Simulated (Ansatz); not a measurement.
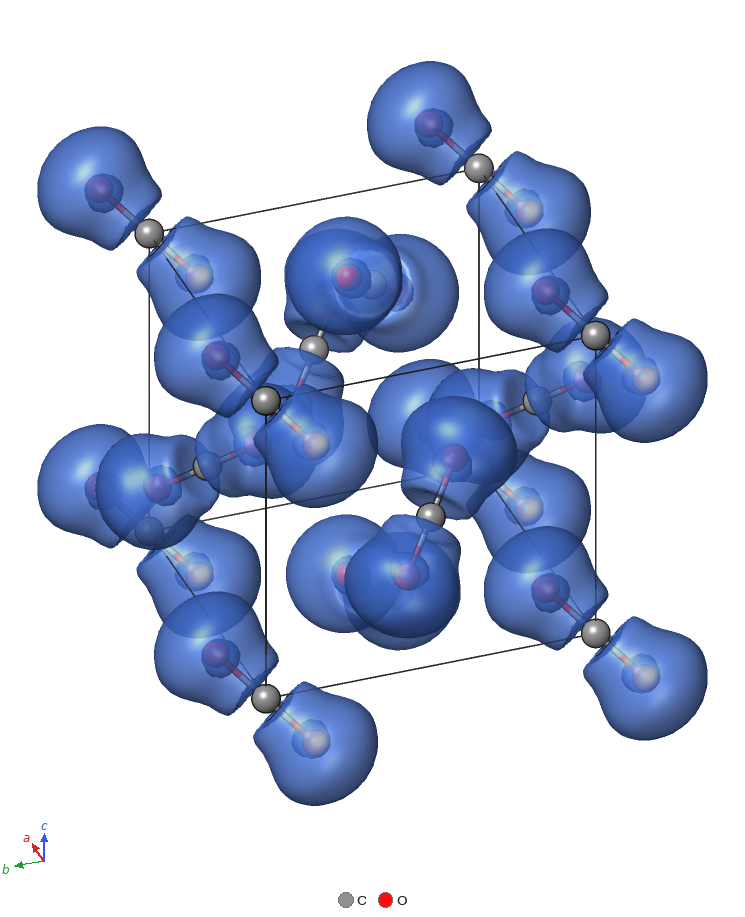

The picture shows: CO$_{2}$. Isosurface of the electron localisation function at 0.65 (blue), seen at an oblique angle. Core shells and regions of very low density are left out. Sticks mark near contacts.

Space group Pbca; not relaxed (largest force 1.3 eV/Å); computed pressure about 3 GPa in this cell.

Level of theory: DFT PBE, scalar-relativistic, plane waves, PAW (Ansatz).

Core electrons are frozen (PAW), and the valence fields are smoothed inside the atomic spheres.

```
C O
1.0
     0.00000    0.00000    5.80276
     6.08958    0.00000    0.00000
     0.00000    6.08958    0.00000
C O
4 8
Direct
  0.00000 0.00000 0.00000
  0.50000 0.50000 0.00000
  0.00000 0.50000 0.50000
  0.50000 0.00000 0.50000
  0.11148 0.11148 0.11148
  0.61148 0.38852 0.88852
  0.88852 0.61148 0.38852
  0.38852 0.88852 0.61148
  0.88852 0.88852 0.88852
  0.38852 0.61148 0.11148
  0.11148 0.38852 0.61148
  0.61148 0.11148 0.38852
```

Q: Describe the localisation domains.

A: The ELF exceeds this value in eight regions wrapped around O (the valence shell of each), counted in one cell of 12 atoms. Any copies at cell faces, edges or corners count once. Along the contacts the grid gives the following. C–O (1.16 Å): the ELF peaks at about 0.80 between the atoms (inside overlapping PAW spheres, so only a guide); a multiple bond.
